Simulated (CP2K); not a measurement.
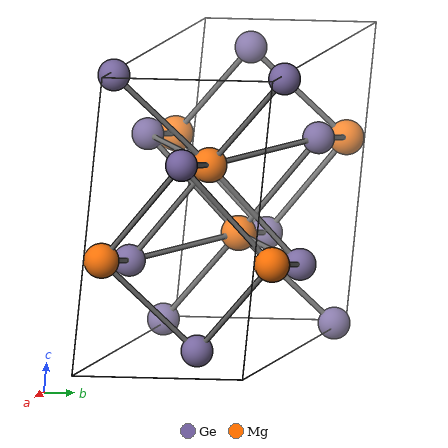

System: MgGe₂, space group C2/m (No. 12). The picture shows the conventional cell.

Starting cell:
```xyz
6
Lattice="5.8231 0.0000 0.0000 4.6478 3.5080 0.0000 -3.0510 -1.0222 6.0078" Properties=species:S:1:pos:R:3 pbc="T T T"
Ge    4.6458    1.5565    1.7640
Ge    2.7742    0.9294    4.2438
Ge    6.2120    2.0812    5.9203
Ge    1.2080    0.4047    0.0875
Mg    7.4713    2.5031    2.0982
Mg   -0.0513   -0.0172    3.9095
```

Computed with CP2K 2026.2: DFT in Gaussian orbitals with a plane-wave density, no spin polarisation; energies at scaled volumes of the given cell, shape and fractions fixed, counted from the fit's minimum, third-order Birch-Murnaghan fit. Level: PBE.

```
         setting                                                                                                                    value
          k mesh                                                                                                                    8×8×5
     occupations                                                                                                              Fermi–Dirac
  smearing width                                                                                                                  0.05 eV
      potentials                                                                                              GTH PBE with UZH TZVP basis
  density cutoff                                                                                                                 19050 eV
program settings  ngrids 4, rel cutoff ry 60, cutoff ry 1400, basis sets Ge TZVP-MOLOPT-PBE-GTH-q4, basis sets Mg TZVP-MOLOPT-PBE-GTH-q10
```

Describe the result: the energy and pressure against volume. The volume takes the values 19.23, 19.64, 20.05, 20.45, 20.86, 21.27, 21.68 Å³/atom.

A third-order Birch–Murnaghan fit gives V0 = 20.79 Å³/atom, B0 = 52.2 GPa and B′ = 4.3. The energy is 21.94 meV/atom at volume 19.23 Å³/atom and 5.81 meV/atom at 21.68 Å³/atom; the lowest computed point is at volume 20.86 Å³/atom (0.04 meV/atom), and no other minimum shows. The pressure falls from 4.83 GPa at volume 19.23 Å³/atom to −2.01 GPa at 21.68 Å³/atom, and changes sign near 20.79 Å³/atom.

```tsv
volume (Å³/atom)	energy (meV/atom)	pressure (GPa)
19.23	21.94	4.83
19.64	11.51	3.37
20.05	4.61	2.06
20.45	0.90	0.87
20.86	0.04	-0.19
21.27	1.77	-1.14
21.68	5.81	-2.01
```

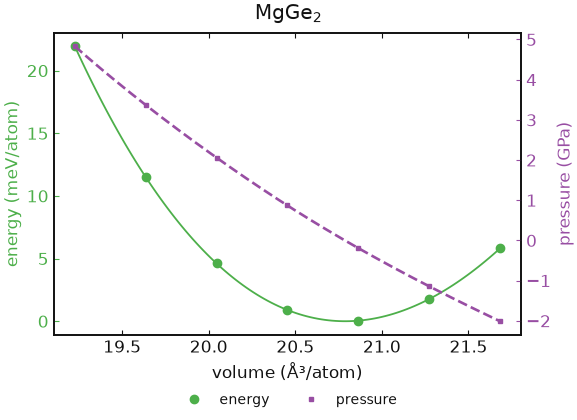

Note: shape and atomic fractions are frozen while scaling, which makes layered, chain and framework solids too stiff.
